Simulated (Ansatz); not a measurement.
**Run report: TaN, geometry relaxation (part 2 of 2)**

TaN (R-3m, 6 atoms in the cell); DFT PBE, scalar-relativistic, plane waves, PAW, no spin polarisation (Ansatz 0.2.0); cutoff 420 eV, 12×12×6 k-mesh, Gaussian smearing of 0.1 eV. The structure was built on a prototype by a generator; it need not be a known phase.

Geometry of the input (Å; fractional positions):
```
3.1182  0.0000  0.0000
-1.5591  2.7005  0.0000
0.0000  0.0000  7.6801
Ta 0.0000  0.0000  0.0000
N  0.6667  0.3333  0.1667
Ta 0.3333  0.6667  0.3333
N  0.0000  0.0000  0.5000
Ta 0.6667  0.3333  0.6667
N  0.3333  0.6667  0.8333
```

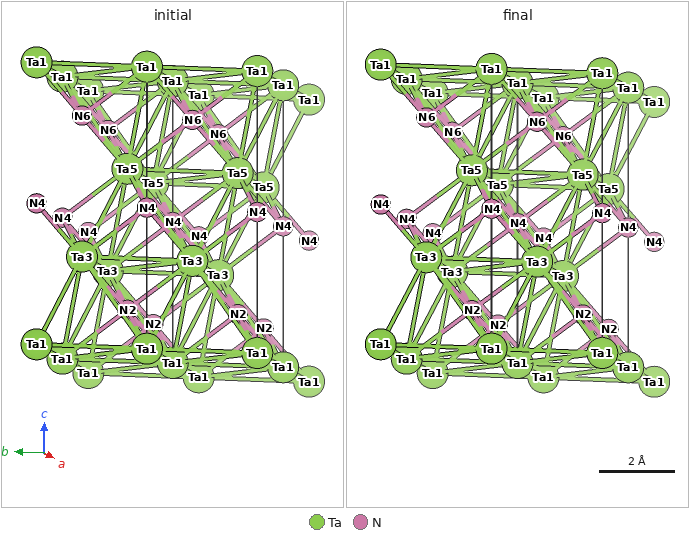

**Figure 1.** Before (left) and after (right) the relaxation, at one scale (ball-and-stick view of the cell of the calculation, repeated 2 × 2 × 1, seen at an oblique angle). No atom moves by more than 0.005 Å relative to the cell. The volume changes by −0.1 %, with a = b 3.118 → 3.130 Å (+0.4 %), c 7.680 → 7.619 Å (−0.8 %). Among the contacts that change: Ta1–Ta3 3.130 → 3.117 Å, Ta1–Ta1 3.118 → 3.130 Å. The space group stays R-3m (No. 166). Over 3 geometry steps the energy falls by 2.0 meV per cell of the calculation. All forces vanish by symmetry, so only the cell relaxes. The pressure goes from −0.18 to 0.00 GPa. The basis was re-selected once at an unchanged geometry, which shifts the energy a little without any move. The energy change given includes the shifts at the re-selections in mid-walk, which come without any move. A last SCF at the same geometry on a re-selected plane-wave basis shifts the energy by +0.0 meV per cell of the calculation. (Atoms are counted from 1 in the order of the input.)

```
basis re-selected at this cell: Δ(F+E_penalty+E_count) = +3.685e-5 eV, ΔP = -0.001 GPa vs the last step (what re-selecting the basis moved, of the pressure what is left beyond the Pulay correction that the steps carried, after the strain that the cell walked since its last selection, with what the two solves' SCF thresholds leave and, on support functions, any second-order correction that the steps lacked; it is no measure of the basis error at this ecutwfc). This SCF's stress stands 4.51e-3 GPa from its target on what of the cell is left free (relax.cell.stress_tol is 5.00e-2 GPa) and its largest allowed force component is 5.83e-29 eV/Å (relax.f_tol is 5.00e-3 eV/Å): within both
SCF converged after 4 iterations
Free energy (F): -30953.757138 eV
Harris-Foulkes:  -30953.757138 eV  (|F-HF|=0.00e0)
Internal energy: -30953.743058 eV  (E = F + TS)
E sigma→0 (E₀):  -30953.750098 eV
Entropy (-TS):   -0.014081 eV (-2.347 meV/atom)
Fermi energy:    21.391388 eV
--- Per-component energies (eV) ---
  E_band       = -147.426082
  E_kinetic    = 1501.231790
  E_local      = -1776.224147  (includes V_loc(G=0)·N_el)
  E_nonlocal   = 179.459950
  E_hartree    = 596.571086
  E_xc         = -839.874594
  E_vxc        = -847.274571  (∫ρ·V_xc dr)
  E_paw        = -25572.673873  (= ΣΔE_a)
  E_vpaw       = -397.761628  (= ΣTr[D̂ρ^β])
  E_aug_tail   = 0.000468  (compensation charges beyond the density's cutoff)
  E_ewald      = -5042.233737
  E_smearing   = -0.014081  (= −TS)
  E_closure    = 0.000000  (closes the sum)
  Σ components = -30953.757138   (vs F -30953.757138, Δ=0.00e0)
--- Forces (eV/Å), atoms counted from 1 ---
  atom   1  Ta     0.00000000     0.00000000     0.00000000
  atom   2  N     -0.00000000     0.00000000     0.00000000
  atom   3  Ta     0.00000000    -0.00000000    -0.00000000
  atom   4  N     -0.00000000    -0.00000000     0.00000000
  atom   5  Ta     0.00000000    -0.00000000     0.00000000
  atom   6  N      0.00000000     0.00000000     0.00000000
  max |Σ_I F_I| component: 7.15e-29 eV/Å
--- Stress (GPa, compression-positive) ---
        0.004511      -0.000000      -0.000000
        0.000000       0.004511      -0.000000
       -0.000000      -0.000000       0.003475
  P = ⅓ Tr σ = 0.0042 GPa (0.042 kbar)
--- Band table (eV; the first three rows and the last of 100) ---
  k-point 0: bands = ["-48.0869", "-48.0462", "-48.0462", "-14.9620", "-14.9620", "-14.4045", "-14.4045", "-14.4045", "-14.4045", "-14.3430", "-14.3430", "-14.3325", "2.6629", "4.6948", "4.6948", "12.4994", "12.4994", "14.4563", "14.4563", "14.4563", "14.4563", "17.5995", "17.5995", "17.6356", "19.3071", "19.3071", "19.4035", "21.4480", "21.4480", "21.4801", "21.4801", "22.0170", "22.0170"]
  k-point 1: bands = ["-48.0853", "-48.0550", "-48.0389", "-15.0666", "-14.8310", "-14.4152", "-14.4152", "-14.3912", "-14.3912", "-14.3592", "-14.3455", "-14.3455", "2.7358", "4.1962", "5.1474", "11.7950", "13.3618", "14.1351", "14.1351", "14.8960", "14.8960", "17.2331", "17.3295", "17.3295", "19.4312", "19.4312", "19.5683", "20.8673", "21.3379", "21.3379", "21.7890", "21.7890", "22.1614"]
  k-point 2: bands = ["-48.0805", "-48.0645", "-48.0342", "-15.1339", "-14.6881", "-14.4356", "-14.4222", "-14.4222", "-14.3770", "-14.3770", "-14.3527", "-14.3527", "2.9482", "3.7103", "5.4770", "11.3181", "13.9399", "13.9399", "14.3292", "15.4419", "15.4419", "16.3633", "16.7363", "16.7363", "19.7293", "19.7293", "19.8343", "20.4272", "20.7009", "20.7009", "22.5654", "22.5654", "22.9289"]
  k-point 99: bands = ["-48.0212", "-48.0212", "-48.0212", "-14.9487", "-14.9487", "-14.9487", "-14.7219", "-14.7219", "-14.7219", "-14.5391", "-14.5391", "-14.5391", "4.7701", "4.7701", "4.7701", "13.0354", "13.0354", "13.0354", "14.5385", "14.5385", "14.5385", "14.7012", "14.7012", "14.7012", "21.3250", "21.3250", "21.3250", "21.5114", "21.5114", "21.5114", "24.4382", "24.4382", "24.4382"]
--- Relaxed structure (4 steps of the walk, 4 accepted, 2 SCFs on fresh bases) ---
  F+E_penalty+E_count = -30953.75713833 eV   max|allowed force component| = 5.826e-29 eV/Å   (the final SCF, on the basis selected at the relaxed cell)
  cell:  # Å, volume = 64.6340 Å³
    - [3.129872265677225, 2.9321175576169843e-7, -3.457778507350228e-33]
    - [-1.5649363867674417, 2.7105487460709567, 5.299283966425649e-33]
    - [-8.51645515171504e-33, 1.0154234988583316e-32, 7.618630300217073]
  atoms:
    - { symbol: Ta, position: [7.143386510616143e-36, 6.295981481328435e-36, -1.1246848522665536e-37] }
    - { symbol: N, position: [0.6666666666666665, 0.3333333333333333, 0.16666666666666669] }
    - { symbol: Ta, position: [0.3333333333333332, 0.6666666666666666, 0.3333333333333334] }
    - { symbol: N, position: [-2.2156148296617314e-36, -2.556956601190174e-36, 0.5000000000000002] }
    - { symbol: Ta, position: [0.6666666666666665, 0.3333333333333333, 0.6666666666666667] }
    - { symbol: N, position: [0.3333333333333332, 0.6666666666666666, 0.8333333333333336] }
```

Trajectory as extended XYZ (Å, eV, eV/Å), 6 frames, from step=1 to step=6
```
6
Lattice="3.1182 0.0000 0.0000 -1.5591 2.7005 0.0000 0.0000 0.0000 7.6801" Properties=species:S:1:pos:R:3:forces:R:3 step=1 energy=-30953.75519 pressure_GPa=-0.18
Ta    0.0000    0.0000    0.0000    0.0000   0.0000   0.0000
N     1.5591    0.9002    1.2800    0.0000   0.0000   0.0000
Ta    0.0000    1.8003    2.5600    0.0000   0.0000   0.0000
N     0.0000    0.0000    3.8401    0.0000   0.0000   0.0000
Ta    1.5591    0.9002    5.1201    0.0000   0.0000   0.0000
N     0.0000    1.8003    6.4001    0.0000   0.0000   0.0000
6
Lattice="3.1279 0.0000 0.0000 -1.5640 2.7089 0.0000 0.0000 0.0000 7.6265" Properties=species:S:1:pos:R:3:forces:R:3 step=2 energy=-30953.75722 pressure_GPa=0.07
Ta    0.0000    0.0000    0.0000    0.0000   0.0000   0.0000
N     1.5640    0.9030    1.2711    0.0000   0.0000   0.0000
Ta    0.0000    1.8059    2.5422    0.0000   0.0000   0.0000
N     0.0000    0.0000    3.8133    0.0000   0.0000   0.0000
Ta    1.5640    0.9030    5.0844    0.0000   0.0000   0.0000
N     0.0000    1.8059    6.3554    0.0000   0.0000   0.0000
6
Lattice="3.1294 0.0000 0.0000 -1.5647 2.7102 0.0000 0.0000 0.0000 7.6217" Properties=species:S:1:pos:R:3:forces:R:3 step=3 energy=-30953.75718 pressure_GPa=-0.03
Ta    0.0000    0.0000    0.0000    0.0000   0.0000   0.0000
N     1.5647    0.9034    1.2703    0.0000   0.0000   0.0000
Ta    0.0000    1.8068    2.5406    0.0000   0.0000   0.0000
N     0.0000    0.0000    3.8109    0.0000   0.0000   0.0000
Ta    1.5647    0.9034    5.0812    0.0000   0.0000   0.0000
N     0.0000    1.8068    6.3515    0.0000   0.0000   0.0000
6
Lattice="3.1294 0.0000 0.0000 -1.5647 2.7102 0.0000 0.0000 0.0000 7.6217" Properties=species:S:1:pos:R:3:forces:R:3 step=4 energy=-30953.75715 pressure_GPa=-0.03
Ta    0.0000    0.0000    0.0000    0.0000   0.0000   0.0000
N     1.5647    0.9034    1.2703    0.0000   0.0000   0.0000
Ta    0.0000    1.8068    2.5406    0.0000   0.0000   0.0000
N     0.0000    0.0000    3.8109    0.0000   0.0000   0.0000
Ta    1.5647    0.9034    5.0812    0.0000   0.0000   0.0000
N     0.0000    1.8068    6.3515    0.0000   0.0000   0.0000
6
Lattice="3.1299 0.0000 0.0000 -1.5649 2.7105 0.0000 0.0000 0.0000 7.6186" Properties=species:S:1:pos:R:3:forces:R:3 step=5 energy=-30953.75717 pressure_GPa=0.00
Ta    0.0000    0.0000    0.0000    0.0000   0.0000   0.0000
N     1.5649    0.9035    1.2698    0.0000   0.0000   0.0000
Ta    0.0000    1.8070    2.5395    0.0000   0.0000   0.0000
N     0.0000    0.0000    3.8093    0.0000   0.0000   0.0000
Ta    1.5649    0.9035    5.0791    0.0000   0.0000   0.0000
N     0.0000    1.8070    6.3489    0.0000   0.0000   0.0000
6
Lattice="3.1299 0.0000 0.0000 -1.5649 2.7105 0.0000 0.0000 0.0000 7.6186" Properties=species:S:1:pos:R:3:forces:R:3 step=6 energy=-30953.75714 pressure_GPa=0.00
Ta    0.0000    0.0000    0.0000    0.0000   0.0000   0.0000
N     1.5649    0.9035    1.2698    0.0000   0.0000   0.0000
Ta    0.0000    1.8070    2.5395    0.0000   0.0000   0.0000
N     0.0000    0.0000    3.8093    0.0000   0.0000   0.0000
Ta    1.5649    0.9035    5.0791    0.0000   0.0000   0.0000
N     0.0000    1.8070    6.3489    0.0000   0.0000   0.0000
```

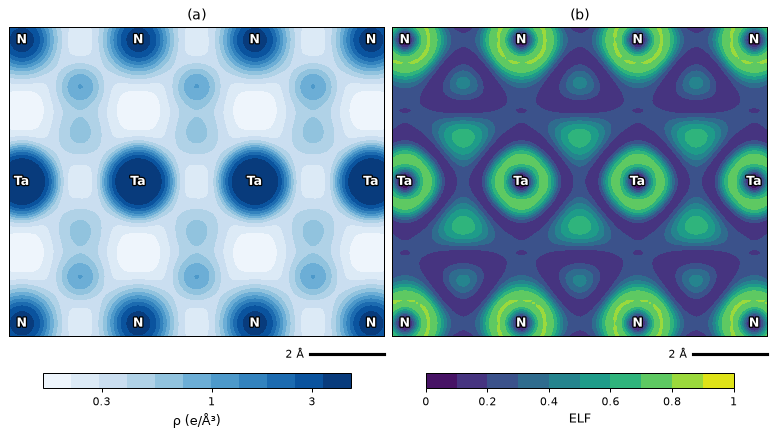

**Figure 2.** (a) valence charge density (pseudo); (b) ELF on the (100) plane of the conventional cell. The plane passes through N and Ta nuclei. Ta–Ta (3.13 Å): the density is about 0.23 e/Å³ at the midpoint; the ELF is about 0.20 at the midpoint (no shared electron pair). Away from the nuclei the density in this plane falls to 0.16 e/Å³ at its lowest. The strong features right at Ta lie inside the PAW spheres (semicore, d or f shells) and say nothing about bonding. The fields are those of the smooth PAW valence density.

Summary

```tsv
quantity	value
outcome	converged
space group (tolerance 0.01 Å)	R-3m (166)
electrons treated	54
free energy	−30953.7571 eV
Fermi energy	21.391 eV
gap on the k-point mesh	none (metallic)
pressure	0.00 GPa
final volume	64.63 Å³
largest force (length of the vector) at the end	under 0.001 eV/Å
final cell	a = 3.130 Å, b = 3.130 Å, c = 7.619 Å, α = 90.00°, β = 90.00°, γ = 120.00°
hardware	1 thread of Arm Neoverse V2, 24 GiB of memory available, shared host
wall time	54 s
peak memory	0.45 GiB
```

Notes

Spin–orbit coupling is left out, which matters for Ta.
